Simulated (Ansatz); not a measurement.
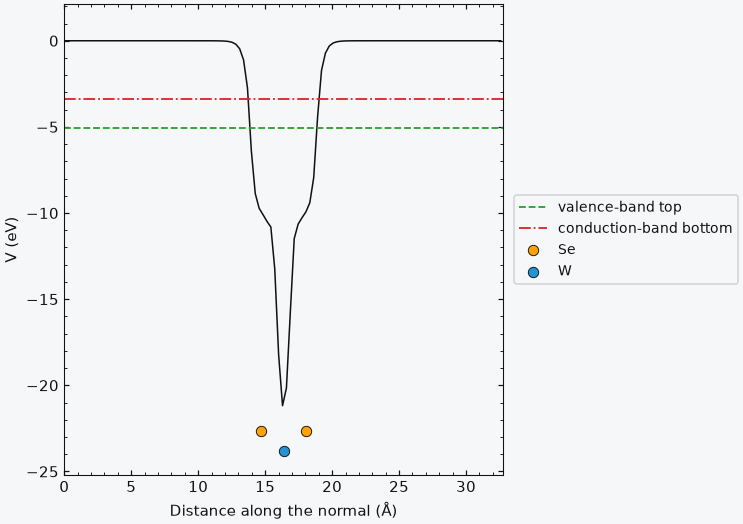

Plane-averaged electrostatic potential energy of an electron across the slab; circles at the bottom mark the heights of the atoms. System: WSe₂ (slab), 3 atoms in the cell. Level of theory: DFT PBE+D3(BJ), scalar-relativistic, plane waves, PAW, no spin polarisation, 12×12×1 k mesh, Gaussian smearing of 0.02 eV; code Ansatz 0.2.0.

From the vacuum level at the right face the ionisation potential is 5.06 eV and the electron affinity 3.41 eV; the left face gives the same. The slab's gap, their difference before rounding, is 1.65 eV. The two vacuum levels agree, so the slab has no net dipole along its normal. The outermost atoms are 3.4 Å apart, which leaves 29.4 Å of vacuum in a cell 32.7 Å high.

Spin-orbit coupling is left out, which matters for W.
